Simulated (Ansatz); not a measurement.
# Calculations on TiSi$_{2}$

**1. Relaxation**

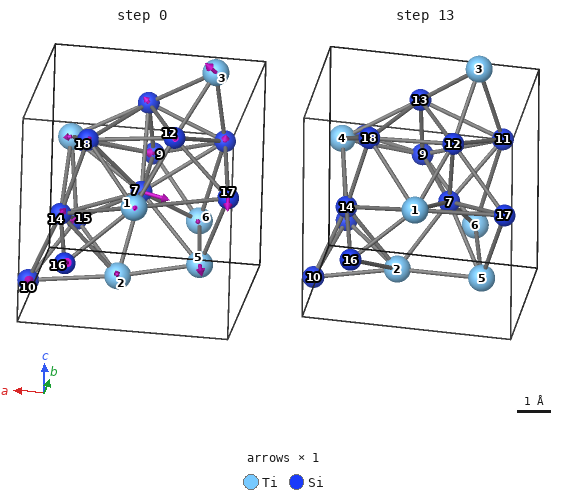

The structure of an amorphous cell of composition TiSi₂ (coarse preliminary run) before (left) and after (right) a relaxation, at one scale. The purple arrows give the displacements (the part carried along by the change of the cell is left out), at their true length.

Style: ball-and-stick. Shown: the cell of the calculation (origin shifted), from a free direction.

Case: the last frame of the dynamics.

Method: DFT PBE, scalar-relativistic, plane waves, PAW (Ansatz).

Input file:
```yaml
crystal:
  lattice:
    - [6.663251, 0.246085, -0.094535]
    - [0.246085, 6.448499, -0.008168]
    - [-0.094535, -0.008168, 6.743254]
  atoms:
    - { symbol: Ti, position: [0.511116332, 0.3116427965, 0.8761892166] }
    - { symbol: Ti, position: [0.5038078873, 0.7838654355, 0.7338586757] }
    - { symbol: Ti, position: [0.1584484158, 0.4264694069, 0.5281478849] }
    - { symbol: Ti, position: [0.7511681781, 0.8500736559, 0.3728903492] }
    - { symbol: Ti, position: [0.1493457935, 0.0088079232, 0.7381055487] }
    - { symbol: Ti, position: [0.1135695052, 0.7042595757, 0.0674622918] }
    - { symbol: Si, position: [0.4290452306, 0.9664556949, 0.0869786059] }
    - { symbol: Si, position: [0.6376646211, 0.4761615869, 0.4991182618] }
    - { symbol: Si, position: [0.3424287962, 0.730336162, 0.3695957235] }
    - { symbol: Si, position: [0.9010457392, 0.5977801606, 0.7468769218] }
    - { symbol: Si, position: [0.0589145113, 0.0950634282, 0.3203274739] }
    - { symbol: Si, position: [0.3384012905, 0.3757835052, 0.2096893884] }
    - { symbol: Si, position: [0.423206994, 0.0830088172, 0.4821778864] }
    - { symbol: Si, position: [0.8067061206, 0.9482677351, 0.9522345817] }
    - { symbol: Si, position: [0.6849674221, 0.6293024975, 0.0543603589] }
    - { symbol: Si, position: [0.8132382881, 0.1753073018, 0.6251102342] }
    - { symbol: Si, position: [0.0685563748, 0.3250708292, 0.9551134892] }
    - { symbol: Si, position: [0.7257651028, 0.2245351141, 0.2224544804] }
  symmetry: { detect: false }
basis:
  ecutwfc: 420
kpoints:
  mp_grid: { grid: [2, 2, 2], shift: [0.5, 0.5, 0.5] }
hamiltonian:
  xc: pbe
scf:
  occupations: { method: gaussian, width: 0.1 }
  lower_state_search: "off"
output:
  forces: true
  stress: true
  eigenvalues: true
relax:
  adjacent_minimum: "off"
  f_tol: 0.04
  max_steps: 70
  cell: { stress_tol: 0.3 }
```

Launched with:
```bash
ansatz run input.yaml --threads 2 --pin off --max-ram 5120MiB --backend cpu --events-out ev --progress --plain --runs-dir out
```

> Describe what moved and what it gained.

The atom that moves furthest relative to the cell is Si7 (0.94 Å along [−3 1 −1]). Largest moves by element: Si 0.94 Å, Ti 0.54 Å. Cell: a 6.668 → 6.642 Å (−0.4 %), b 6.453 → 6.365 Å (−1.4 %), c 6.744 → 6.616 Å (−1.9 %), α 90.2° → 91.6°, β 91.6° → 89.7°, γ 85.7° → 82.9°. Volume −4.1 %. Among the contacts that change: Ti4–Si7 2.903 → 4.007 Å, Si7–Si15 2.675 → 3.778 Å, Ti3–Si16 3.001 → 3.972 Å, Si10–Si16 3.817 → 2.909 Å. Bond angles that change, for instance: Ti1–Si7–Si9 161.9° → 130.7°, Ti1–Si7–Ti6 133.1° → 156.8°, Ti3–Si12–Si17 104.9° → 125.7°. After 10 accepted moves (13 points after the start) the energy has fallen by 134 meV per atom. The largest force component goes from 1.8 to 0.04 eV/Å. Pressure: −4.64 GPa at the start and 0.01 GPa at the end. The line search rejected the trial steps at points 9, 11 of the run. At 1 point the geometry stayed and the basis and grid were re-selected for the new cell (energy shift of 0.1 meV per atom at most each time). The run took 3.8 min on 2 threads of AMD EPYC (Zen 3), on a shared host, peak memory 0.6 GiB.

Limits of the set-up: the k-point mesh is coarse for a cell with partly filled bands; the periodic images lie only 6.5 Å apart, so the values are limited by the cell's size.

**2. Relaxation**

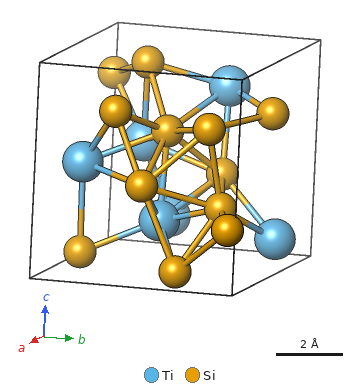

An amorphous cell of composition TiSi2 (coarse preliminary run), before the relaxation. A ball-and-stick model of the cell of the calculation, reduced to other axes, seen slightly off an axis. Lengths and directions refer to the drawn axes.

Case: the last frame of the dynamics, relaxed further on a centred mesh.

All numbers below come from DFT PBE, scalar-relativistic, plane waves, PAW in Ansatz 0.2.0.

Input file:
```yaml
crystal:
  lattice:
    - [6.6297650436, 0.4052077773, 0.0159458061]
    - [0.4011690056, 6.3513932328, -0.0874284707]
    - [0.0190457559, -0.0976982196, 6.615460311]
  atoms:
    - { symbol: Ti, position: [0.4963292767, 0.2950288845, 0.8754420411] }
    - { symbol: Ti, position: [0.51392313, 0.7773448764, 0.7626237776] }
    - { symbol: Ti, position: [0.2169057286, 0.4724479525, 0.5528172113] }
    - { symbol: Ti, position: [0.7893017205, 0.8254898421, 0.3712300835] }
    - { symbol: Ti, position: [0.1338399603, 0.9729826045, 0.6907631724] }
    - { symbol: Ti, position: [0.1308088412, 0.6862451495, 0.0607061538] }
    - { symbol: Si, position: [0.297751296, 0.0131838464, 0.042635389] }
    - { symbol: Si, position: [0.634524184, 0.4689957125, 0.5314364836] }
    - { symbol: Si, position: [0.3952624948, 0.7575144472, 0.3607064509] }
    - { symbol: Si, position: [0.9013703264, 0.6660094334, 0.7181316768] }
    - { symbol: Si, position: [0.0585877277, 0.1382744362, 0.3379265221] }
    - { symbol: Si, position: [0.3225697708, 0.3500811746, 0.208464182] }
    - { symbol: Si, position: [0.4501779202, 0.0971213561, 0.506270321] }
    - { symbol: Si, position: [0.7805730403, 0.9422812491, 0.9864093667] }
    - { symbol: Si, position: [0.7333716204, 0.5720865986, 0.0570353685] }
    - { symbol: Si, position: [0.7804680527, 0.114752375, 0.6577135362] }
    - { symbol: Si, position: [0.07197666, 0.3329815095, 0.8836010956] }
    - { symbol: Si, position: [0.7096548526, 0.2293701782, 0.2367785408] }
  symmetry: { detect: false }
basis:
  ecutwfc: 420
kpoints:
  mp_grid: { grid: [3, 3, 3] }
hamiltonian:
  xc: pbe
scf:
  occupations: { method: gaussian, width: 0.1 }
  lower_state_search: "off"
output:
  forces: true
  stress: true
  eigenvalues: true
relax:
  adjacent_minimum: "off"
  f_tol: 0.04
  max_steps: 25
  cell: { stress_tol: 0.3 }
```

Command:
```bash
ansatz run input.yaml --threads 2 --pin off --max-ram 5120MiB --backend cpu --events-out ev --progress --plain --runs-dir out
```

Question: Where does the relaxation end?

Answer: The largest move relative to the cell is that of Ti5, 0.36 Å along +b. Largest moves by element: Ti 0.36 Å, Si 0.33 Å. Cell: a 6.365 → 6.346 Å (−0.3 %), b 6.616 → 6.701 Å (+1.3 %), c 6.642 → 6.750 Å (+1.6 %), α 90.3° → 84.9°, β 97.1° → 98.2°, γ 91.6° → 96.5°. Volume +1.5 %. Among the contacts that change: Ti5–Si14 3.077 → 3.658 Å, Si11–Si16 2.822 → 3.398 Å, Si7–Si9 2.728 → 3.225 Å, Ti6–Si11 3.350 → 2.855 Å. Bond angles that change, for instance: Si7–Si12–Si18 87.0° → 93.9°, Ti1–Si12–Ti3 164.6° → 169.9°, Si7–Si12–Si11 62.8° → 58.0°. The energy falls by 0.233 eV per cell of the calculation in 8 accepted moves (9 points after the start). Largest force component: 0.21 eV/Å at the start, 0.029 eV/Å at the end. Pressure: 0.06 GPa at the start and 0.08 GPa at the end. At 1 point the geometry stayed and the basis and grid were re-selected for the new cell (energy shift of 4.3 meV per cell of the calculation at most each time).

History of the run:

```json
{"step": "0", "E − E(0), meV/atom": "0.00", "largest force component, eV/Å": "0.2130", "pressure, GPa": "0.06", "volume, Å³/atom": "15.413", "note": ""}
{"step": "1", "E − E(0), meV/atom": "-2.06", "largest force component, eV/Å": "0.1590", "pressure, GPa": "0.06", "volume, Å³/atom": "15.440", "note": ""}
{"step": "2", "E − E(0), meV/atom": "-3.32", "largest force component, eV/Å": "0.0630", "pressure, GPa": "0.07", "volume, Å³/atom": "15.470", "note": ""}
{"step": "3", "E − E(0), meV/atom": "-3.75", "largest force component, eV/Å": "0.2752", "pressure, GPa": "-0.59", "volume, Å³/atom": "15.701", "note": ""}
{"step": "4", "E − E(0), meV/atom": "-7.33", "largest force component, eV/Å": "0.1707", "pressure, GPa": "-0.17", "volume, Å³/atom": "15.647", "note": ""}
{"step": "5", "E − E(0), meV/atom": "-7.42", "largest force component, eV/Å": "0.4128", "pressure, GPa": "0.43", "volume, Å³/atom": "15.633", "note": ""}
{"step": "6", "E − E(0), meV/atom": "-10.53", "largest force component, eV/Å": "0.2386", "pressure, GPa": "-0.20", "volume, Å³/atom": "15.652", "note": ""}
{"step": "7", "E − E(0), meV/atom": "-12.38", "largest force component, eV/Å": "0.0916", "pressure, GPa": "-0.05", "volume, Å³/atom": "15.659", "note": ""}
{"step": "8", "E − E(0), meV/atom": "-12.73", "largest force component, eV/Å": "0.0294", "pressure, GPa": "0.05", "volume, Å³/atom": "15.640", "note": ""}
{"step": "9", "E − E(0), meV/atom": "-12.96", "largest force component, eV/Å": "0.0292", "pressure, GPa": "0.08", "volume, Å³/atom": "15.640", "note": "same geometry, new basis"}
```

Final geometry:

```
Ti Si
1.0
     6.72764    0.45471   -0.29682
     0.46127    6.31912   -0.36180
    -0.27744   -0.36310    6.68584
Ti Si
6 12
Direct
  0.49030 0.28930 0.88309
  0.50707 0.76863 0.78906
  0.21290 0.46749 0.55597
  0.76912 0.84268 0.36077
  0.13889 0.97097 0.63732
  0.13652 0.70226 0.07678
  0.27609 0.02692 0.01008
  0.62054 0.45589 0.55581
  0.39926 0.74327 0.38273
  0.89797 0.69338 0.71061
  0.06652 0.11388 0.29875
  0.32730 0.35819 0.21151
  0.45436 0.09234 0.51549
  0.77784 0.94065 0.00570
  0.77480 0.53948 0.04640
  0.78362 0.10785 0.69240
  0.07204 0.33817 0.85642
  0.71226 0.26085 0.25182
```

After the run, drawn alike:

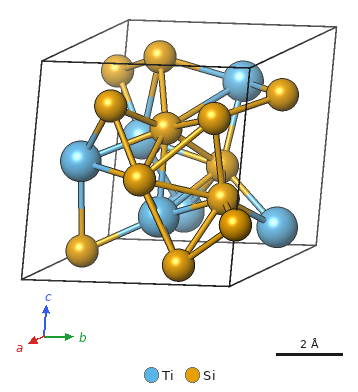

Limits of the set-up: the periodic images lie only 6.4 Å apart, so the values are limited by the cell's size.

**3. Dynamics**

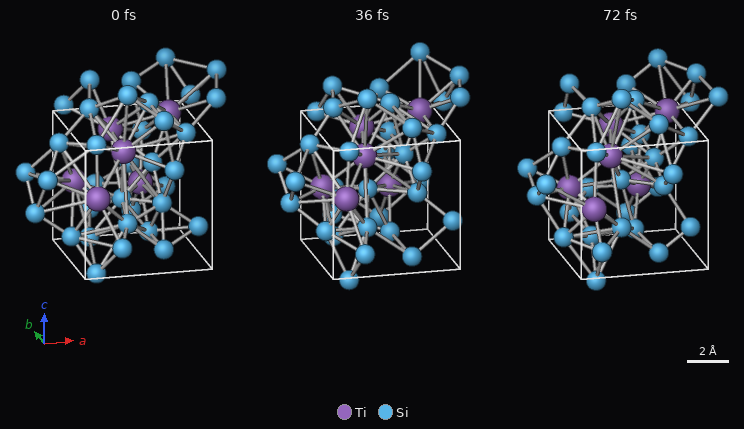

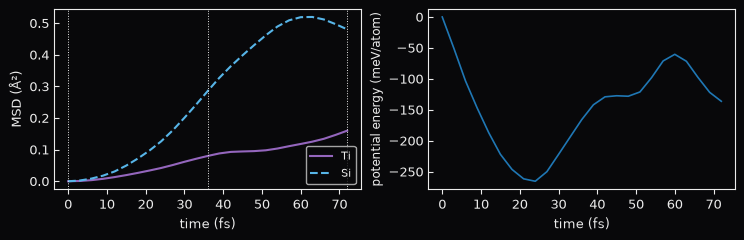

First-principles dynamics of an amorphous cell of composition TiSi2 (18 atoms in the cell), 72 fs long. Frames and the history of the run. A ball-and-stick model of the simulation cell, seen from a free direction. Bonds to atoms that aren't drawn are left out.

Theory: Ansatz 0.2.0, DFT PBE, scalar-relativistic, plane waves, PAW. Settings: plane-wave cutoff 320 eV; k-point mesh 1 × 1 × 1; Fermi-Dirac smearing 0.234 eV; volume 1.12 times that of the relaxed crystal; set temperature 2720 K; time step 3 fs.

The input:
```yaml
crystal:
  lattice:
    - [6.663251, 0.246085, -0.094535]
    - [0.246085, 6.448499, -0.008168]
    - [-0.094535, -0.008168, 6.743254]
  atoms:
    - { symbol: Ti, position: [0.3820024143, 0.3208975191, 0.8663330767] }
    - { symbol: Ti, position: [0.3995438315, 0.7956348304, 0.8917458616] }
    - { symbol: Ti, position: [0.0525469889, 0.5610384458, 0.5894954835] }
    - { symbol: Ti, position: [0.6543893167, 0.8597829812, 0.436680962] }
    - { symbol: Ti, position: [0.1101902838, 0.0468049476, 0.60308421] }
    - { symbol: Ti, position: [0.8537578814, 0.7688706277, 0.9932423331] }
    - { symbol: Si, position: [0.6540120464, 0.1396334108, 0.1367842114] }
    - { symbol: Si, position: [0.423187216, 0.5311046812, 0.4323798859] }
    - { symbol: Si, position: [0.2592114948, 0.8740392852, 0.2597620565] }
    - { symbol: Si, position: [0.6657956772, 0.53294163, 0.6929704898] }
    - { symbol: Si, position: [0.1071071591, 0.0780014839, 0.0133357921] }
    - { symbol: Si, position: [0.1581004537, 0.4961849976, 0.1631968892] }
    - { symbol: Si, position: [0.3809484109, 0.1892629588, 0.3439320398] }
    - { symbol: Si, position: [0.738994028, 0.1419911385, 0.7465234259] }
    - { symbol: Si, position: [0.6228139332, 0.4850753578, 0.1755381491] }
    - { symbol: Si, position: [0.6789611108, 0.2904316061, 0.4504793518] }
    - { symbol: Si, position: [0.8824111589, 0.3489279618, 0.9628917442] }
    - { symbol: Si, position: [0.9482912417, 0.2276788316, 0.2673446838] }
  symmetry: { detect: false }
basis:
  ecutwfc: 320
  xc_grid: 1
kpoints:
  mp_grid: { grid: [1, 1, 1], shift: [0.25, 0.25, 0.25] }
hamiltonian:
  xc: pbe
scf:
  occupations: { method: fermi_dirac, width: 0.2344 }
  lower_state_search: "off"
  convergence: { dr2_threshold: 1.0e-05 }
output:
  forces: true
  stress: true
md:
  timestep: 3.0
  n_steps: 24
  ensemble: nvt_langevin
  friction: 0.03
  temperature: 2720.0
  initial_velocities: maxwell_boltzmann
  seed: 51414
```

Command:
```bash
ansatz run input.yaml --threads 2 --pin off --max-ram 5120MiB --backend cpu --events-out ev --progress --plain --runs-dir out
```

> What happens in this trajectory?

Over the second half the temperature averages 3207 K (spread ±336 K). The potential energy is still drifting at the end, so the run hasn't reached equilibrium. The potential energy in the second half lies on average 113 meV per atom below the first frame. The mean pressure there is 10.4 GPa. In the second half of the run the atoms are, in the root-mean-square, this far from where they began (common drift taken out): Si 0.67 Å, Ti 0.33 Å. The run lasts only 72 fs, too short to tell vibration from diffusion. Bond changes: 6 Si–Si bonds break between 30 fs and 57 fs; 2 Si–Si bonds form between 45 fs and 72 fs.

Limits of the set-up: the cutoff lies below the recommended one; the periodic images lie only 6.5 Å apart, so the values are limited by the cell's size.

Cost: 75 s on 2 threads of AMD EPYC (Zen 3), with other jobs on the host, peak memory 0.41 GiB.

**4. Dynamics**

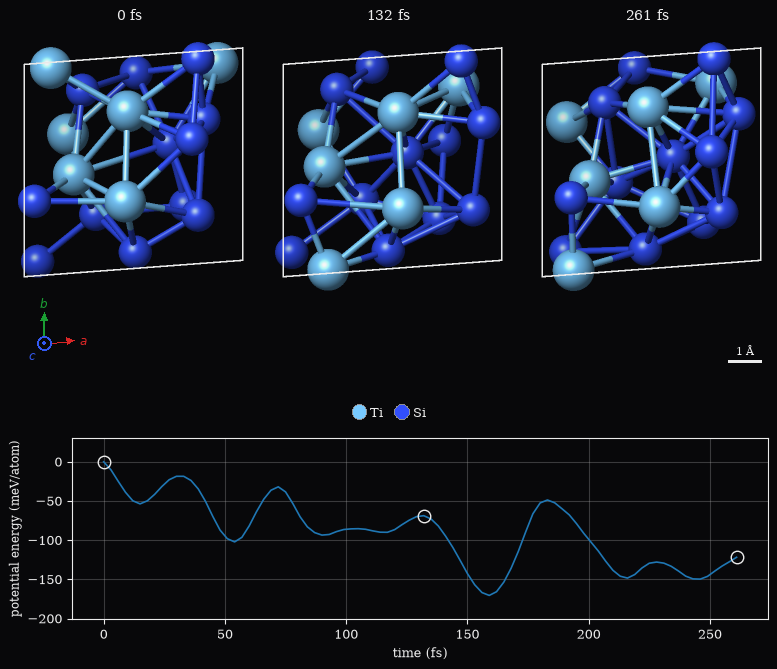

First-principles dynamics of an amorphous cell of composition TiSi$_{2}$ (18 atoms in the cell), 261 fs long. It starts from the last geometry of an earlier run, with fresh velocities. Frames and the history of the run. The picture is a ball-and-stick view of the simulation cell, seen along the c axis. Atoms that leave the cell re-enter on the other side. Bonds to atoms that aren't drawn are left out.

All numbers below come from Ansatz, DFT PBE, scalar-relativistic, plane waves, PAW. Set-up: plane-wave cutoff 420 eV; k-point mesh 1 × 1 × 1; Fermi-Dirac smearing 0.0939 eV; volume 1.12 times that of the relaxed crystal; set temperature 1090 K; time step 3 fs.

Q: What do the frames and curves show?

A: In the second half of the run the atoms are, in the root-mean-square, this far from where they began (common drift taken out): Si 0.63 Å, Ti 0.61 Å. Against the typical shortest distance between atoms in the first frame, about 2.4 Å these are large excursions, but over 261 fs one can't yet tell strong vibration from the start of diffusion. Bond changes: 6 Si–Si bonds break between 102 fs and 180 fs; 6 Si–Si bonds form between 105 fs and 231 fs. Over the second half the temperature averages 1408 K (spread ±223 K). The potential energy in the second half lies on average 118 meV per atom below the first frame. The mean pressure there is 0.8 GPa.

Limits of the set-up: the periodic images lie only 6.5 Å apart, so the values are limited by the cell's size.
